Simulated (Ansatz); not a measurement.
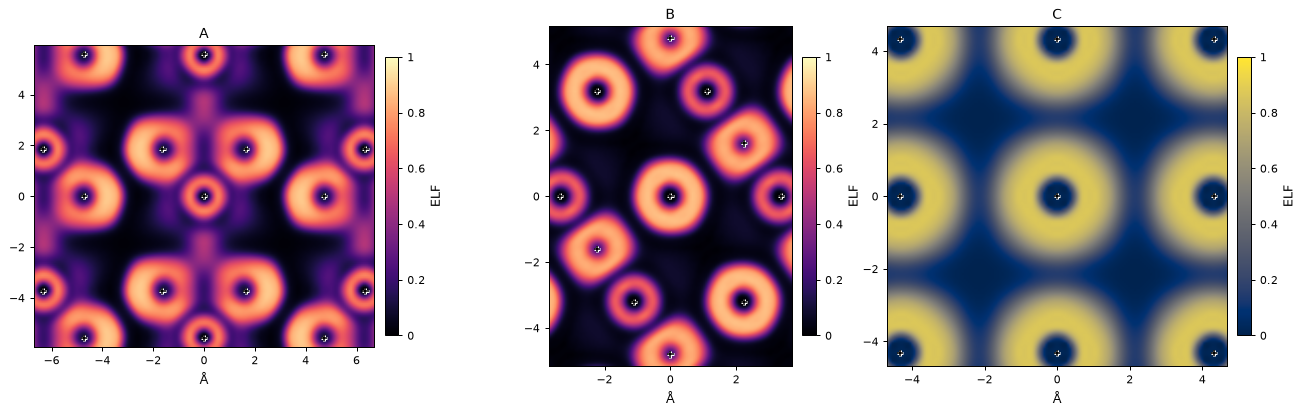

The ELF of 3 systems, each on a plane through atoms (crosses mark nuclei in the plane).

Level of theory: Ansatz, DFT, PBEsol, PAW with Ansatz's default frozen-core files, scalar-relativistic.

System 1: WSe₂, the (110) plane of the conventional cell. Space group P6₃/mmc; not relaxed (largest force 1.0 eV/Å); computed pressure about 9 GPa in this cell.

```yaml
crystal:
  lattice:
    - [3.22284, 0.00000, 0.00000]
    - [-1.61142, 2.79106, 0.00000]
    - [0.00000, 0.00000, 12.70523]
  atoms:
    - { symbol: W, position: [0.33333, 0.66667, 0.25000] }
    - { symbol: W, position: [0.66667, 0.33333, 0.75000] }
    - { symbol: Se, position: [0.33333, 0.66667, 0.62100] }
    - { symbol: Se, position: [0.66667, 0.33333, 0.12100] }
    - { symbol: Se, position: [0.33333, 0.66667, 0.87900] }
    - { symbol: Se, position: [0.66667, 0.33333, 0.37900] }
```

System 2: SrTiO₃, the (110) plane of the conventional cell. Space group R-3m; changed on purpose from its base cell (equal xy, yz and zx shear strains of -1 %, PAW files); computed without spin polarisation.

```cif
data_structure
_symmetry_space_group_name_H-M 'P 1'
_symmetry_Int_Tables_number 1
_cell_length_a 5.5501
_cell_length_b 5.5501
_cell_length_c 6.6960
_cell_angle_alpha 90.000
_cell_angle_beta 90.000
_cell_angle_gamma 120.000
_cell_volume 178.63
loop_
_atom_site_label
_atom_site_type_symbol
_atom_site_fract_x
_atom_site_fract_y
_atom_site_fract_z
_atom_site_occupancy
Sr1 Sr 0.00000 0.00000 0.00000 1
Sr2 Sr 0.66667 0.33333 0.33333 1
Sr3 Sr 0.33333 0.66667 0.66667 1
Ti1 Ti 0.33333 0.66667 0.16667 1
Ti2 Ti 0.00000 0.00000 0.50000 1
Ti3 Ti 0.66667 0.33333 0.83333 1
O1 O 0.00000 0.50000 0.00000 1
O2 O 0.66667 0.83333 0.33333 1
O3 O 0.33333 0.16667 0.66667 1
O4 O 0.50000 0.50000 0.00000 1
O5 O 0.16667 0.83333 0.33333 1
O6 O 0.83333 0.16667 0.66667 1
O7 O 0.50000 0.00000 0.00000 1
O8 O 0.16667 0.33333 0.33333 1
O9 O 0.83333 0.66667 0.66667 1
```

System 3: P, the (001) plane of the conventional cell. Space group P4/mmm; computed pressure about −3 GPa in this cell; computed without spin polarisation.

Question: Which map belongs to which system?

Answer: Panel A is system 1, WSe₂: the plane holds W and Se. W–Se (2.48 Å): the ELF is about 0.50 at the midpoint. Panel B is system 2, SrTiO₃: the plane holds Sr, Ti and O. Ti–O (1.95 Å): the ELF peaks at about 0.85 in the valence shell of O, 0.6 Å from its nucleus, and is about 0.20 at the midpoint: no shared electron pair shows on this line. Panel C is system 3, P: the plane holds P. P–P (4.33 Å): the ELF is about 0.15 at the midpoint; no localised pair shows between them.
